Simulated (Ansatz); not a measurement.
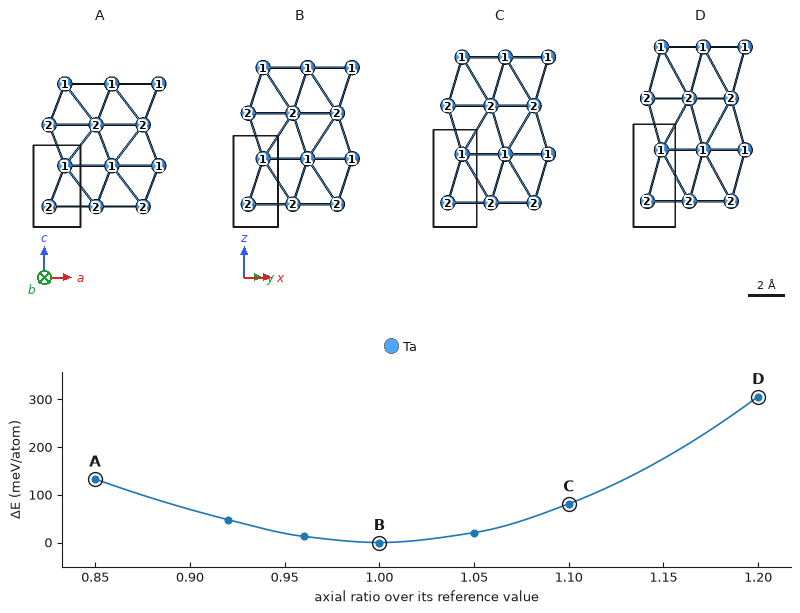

Energy scan for crystalline Ta (P6_3/mmc), in which the ratio of the cell's length along z to its lengths across, counted as 1 for the reference, is changed at fixed volume (a c/a path), with the atoms kept at their fractional coordinates. x, y and z are the Cartesian axes of the input. The lettered frames are marked on the plot. Style: ball-and-stick. Shown: the cell of the calculation, repeated 3 × 3 × 2 with one cell outlined, along the b axis.

Theory: Ansatz, DFT r2SCAN, scalar-relativistic, plane waves, PAW. Set-up: plane-wave cutoff 500 eV; k-point mesh 24 × 24 × 14; occupations gaussian; smearing width 0.15 eV; no spin polarisation. Energies (free energies at the smearing named) are counted from the relaxed crystal.

What does the scan show?

Of the computed points the lowest is at the relative ratio 1.00, 0 meV/atom. At the ends of the scan the energy is 133 meV/atom (0.85) and 306 meV/atom (1.20). The distortion keeps the space group P6_3/mmc. At the relative ratio 1.20 the cell of the drawing goes a 2.888 → 2.718 Å, b 2.888 → 2.718 Å, c 5.118 → 5.780 Å.
